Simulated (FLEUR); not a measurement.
# Energy of W along an even scaling of the cell

System: W (1 atom in the cell).
Method: Kohn-Sham DFT of a periodic cell, PBE, all-electron, no spin polarisation (FLEUR MaX-R8.1 (later development tree)).

The 7 runs differ only in the geometry, by an even scaling of the cell at fixed fractional positions. The structure derives from an entry of the Crystallography Open Database.

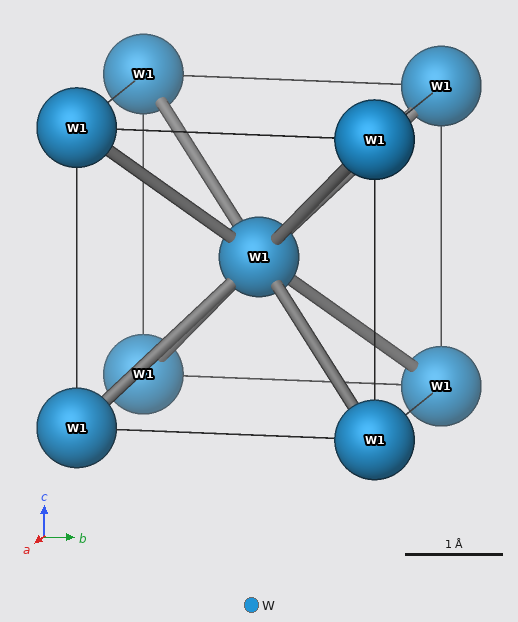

Figure 1. The structure of run 4 (ball-and-stick view of the cell 2 times as large as that of the calculation, set on its symmetry axes, seen slightly off an axis; atoms are numbered from 1 in the order of the input).

## Input of run 4
```
<?xml version="1.0" encoding="UTF-8" standalone="no"?>
<fleurInput fleurInputVersion="0.39">
   <comment>
      W                                                                                                   
   </comment>
   <calculationSetup>
      <cutoffs Kmax="4.17" Gmax="12.9" GmaxXC="12.9" numbands="0"/>
      <scfLoop itmax="60" minDistance="0.00001" maxIterBroyd="15" imix="Anderson" alpha="0.05" precondParam="0.0" spinf="2.0" sdNocoIR="T"/>
      <coreElectrons ctail="T" frcor="F" kcrel="0" coretail_lmax="0"/>
      <xcFunctional name="pbe" relativisticCorrections="F"/>
      <magnetism jspins="1"/>
      <soc l_soc="F" theta="0.0" phi="0.0" spav="F"/>
      <expertModes spex="0" secvar="F"/>
      <geometryOptimization l_f="T" forcealpha="1.0" forcemix="BFGS" epsdisp="0.0005" epsforce="0.0002"/>
      <ldaU l_linMix="F" mixParam="0.05" spinf="1.0"/>
   </calculationSetup>
   <cell>
      <bzIntegration valenceElectrons="28.0" mode="hist" fermiSmearingEnergy="0.00183747">
         <kPointListSelection listName="default-1"/>
         <!-- k-points included here -->
         <xi:include xmlns:xi="http://www.w3.org/2001/XInclude" href="kpts.xml"> </xi:include>
      </bzIntegration>
      <!-- symmetry operations included here -->
      <xi:include xmlns:xi="http://www.w3.org/2001/XInclude" href="sym.xml"> </xi:include>
      <bulkLattice scale="1.0">
         <bravaisMatrix>
            <row-1>   -2.9901986846301867     2.9901986846301867     2.9901986846301867</row-1>
            <row-2>    2.9901986846301867    -2.9901986846301867     2.9901986846301867</row-2>
            <row-3>    2.9901986846301867     2.9901986846301867    -2.9901986846301867</row-3>
         </bravaisMatrix>
      </bulkLattice>
   </cell>
   <atomSpecies>
      <species name="Tungsten (W)" element="W" atomicNumber="74">
         <mtSphere radius="2.35" gridPoints="793" logIncrement="0.017"/>
         <atomicCutoffs lmax="10" lnonsphr="8"/>
         <electronConfig flipSpins="F">
            <coreConfig>(1s1/2) (2s1/2) (2p1/2) (2p3/2) (3s1/2) (3p1/2) (3p3/2) (4s1/2) (3d3/2) (3d5/2) (4p1/2) (4p3/2) (4d3/2) (4d5/2)</coreConfig>
            <valenceConfig>(5s1/2) (5p1/2) (5p3/2) (6s1/2) (4f5/2) (4f7/2) (5d3/2) (5d5/2)</valenceConfig>
            <stateOccupation state="(5d3/2)" spinUp="0.800000" spinDown="0.800000"/>
            <stateOccupation state="(5d5/2)" spinUp="1.200000" spinDown="1.200000"/>
         </electronConfig>
         <energyParameters s="6" p="6" d="5" f="4"/>
         <lo type="SCLO" l="0" n="5" eDeriv="0"/>
         <lo type="SCLO" l="1" n="5" eDeriv="0"/>
         <lo type="SCLO" l="2" n="5" eDeriv="2"/>
         <lo type="SCLO" l="3" n="4" eDeriv="2"/>
      </species>
   </atomSpecies>
   <atomGroups>
      <atomGroup species="Tungsten (W)">
         <relPos label="                   1">.0000000000 .0000000000 .0000000000</relPos>
         <force calculate="T" relaxXYZ="TTT"/>
      </atomGroup>
   </atomGroups>
   <output dos="F" band="F" slice="F">
      <checks vchk="F" cdinf="F"/>
      <bandDOS minEnergy="-.5*Htr" maxEnergy="0.5*Htr" sigma="0.015" storeEVData="T"/>
      <vacuumDOS vacdos="F" integ="F" star="F" nstars="0" locx1="0.0" locy1="0.0" locx2="0.0" locy2="0.0" nstm="0" tworkf="0.0"/>
      <unfoldingBand unfoldBand="F" supercellX="1" supercellY="1" supercellZ="1"/>
      <plotting iplot="0" polar="F">
         <plot TwoD="T" vec1="  1.0  0.0  0.0" vec2="  0.0  1.0  0.0" vec3="  0.0  0.0  1.0" zero="  0.0  0.0  0.0" file="plot"/>
      </plotting>
      <chargeDensitySlicing numkpt="0" minEigenval="0.0" maxEigenval="0.0" nnne="0" pallst="F"/>
      <specialOutput eonly="F"/>
      <moessbauerParams electricFieldGradient="T" isomerShift="T" coreHyperfine="T" valenceHyperfine="T"/>
      <magneticCircularDichroism mcd="F" energyLo="-10.0" energyUp="0.0"/>
   </output>
  <!-- We include the file relax.xml here to enable relaxations (see documentation) -->
  <xi:include xmlns:xi="http://www.w3.org/2001/XInclude" href="relax.xml"> <xi:fallback/> </xi:include>
</fleurInput>
```

Command:
```bash
inpgen -f crystal.txt -profile fastHighL; fleur_MPI
```

Run 3 has the same physical settings and fractional positions; its lattice vectors (Å) are:
```
  -1.571725    1.571725    1.571725
   1.571725   -1.571725    1.571725
   1.571725    1.571725   -1.571725
```

## Results, with one run withheld

```tsv
run	volume per atom (Å³)	free energy per atom, from the lowest run given (meV)
1	14.897	104.30
2	15.214	56.59
3	15.531	?
4	15.848	5.78
5	16.165	0.00
6	16.482	6.22
7	16.798	22.59
```

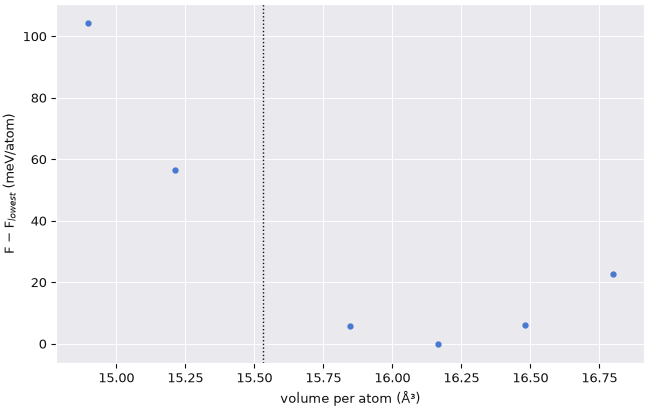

Figure 2. Free energy per atom of the runs given; the dotted line marks run 3.

What should run 3 give?

A cubic polynomial in V^(−2/3) (the Birch–Murnaghan form), fitted to the 6 runs given, misses them by at most 0.12 meV per atom. With x = V^(−2/3) − 0.15830 Å⁻², it reads F = 4.721 + 5058 x + 1.3834e+06 x² − 1.4626e+06 x³ (meV per atom). At run 3 it gives 24.17 meV per atom, and the run itself gives 24.13. The fit has its minimum at 16.156 Å³ per atom, where V d²F/dV² gives 300 GPa: the bulk modulus at this level, since symmetry fixes the shape and the positions.

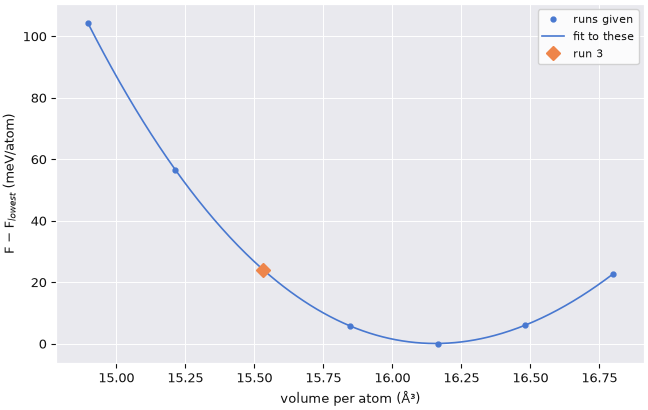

Figure 3. The fit and the withheld run.

## Output (run 3)
```
Welcome to FLEUR        (www.flapw.de)
      MaX-Release 8.1          (www.max-centre.eu)

 ========== k-point set info ==========
 Selected k-point list: default-1
 k-point list type: mesh
 12 x 12 x 12
 Number of k points: 72

 ------------Calculation Setup---------------------------
 Number of MPI-tasks      :            1
 Number of PE/node        :            1
 Number of OMP-threads    :            1
 Most efficient MPI parallelization for:
           1           2           3           4           6           8           9          12          18          24          36          72
 Additional eigenvalue parallelization possible
 Number of basis functions:          168
 Approximate size of matrices (H+S) per k-point:         0.000 GB
 --------------------------------------------------------

 Iteration:     1   Distance:      13.84964796 me/bohr^3

 Iteration:     2   Distance:      12.66226314 me/bohr^3

 Iteration:     3   Distance:       6.60233096 me/bohr^3

 Iteration:     4   Distance:       2.06598163 me/bohr^3

 Iteration:     5   Distance:       1.54112131 me/bohr^3

 Iteration:     6   Distance:       0.17688686 me/bohr^3

 Iteration:     7   Distance:       0.44330800 me/bohr^3

 Iteration:     8   Distance:       0.03603657 me/bohr^3

 Iteration:     9   Distance:       0.02299622 me/bohr^3

 Iteration:    10   Distance:       0.00226071 me/bohr^3

 Iteration:    11   Distance:       0.00022615 me/bohr^3

 Iteration:    12   Distance:       0.00004452 me/bohr^3

 Iteration:    13   Distance:       0.00000459 me/bohr^3

 ********************************************************************
 Run finished successfully
 Stop message:
   all done
 ********************************************************************
```

Notes: Spin–orbit coupling is left out, which matters for W.
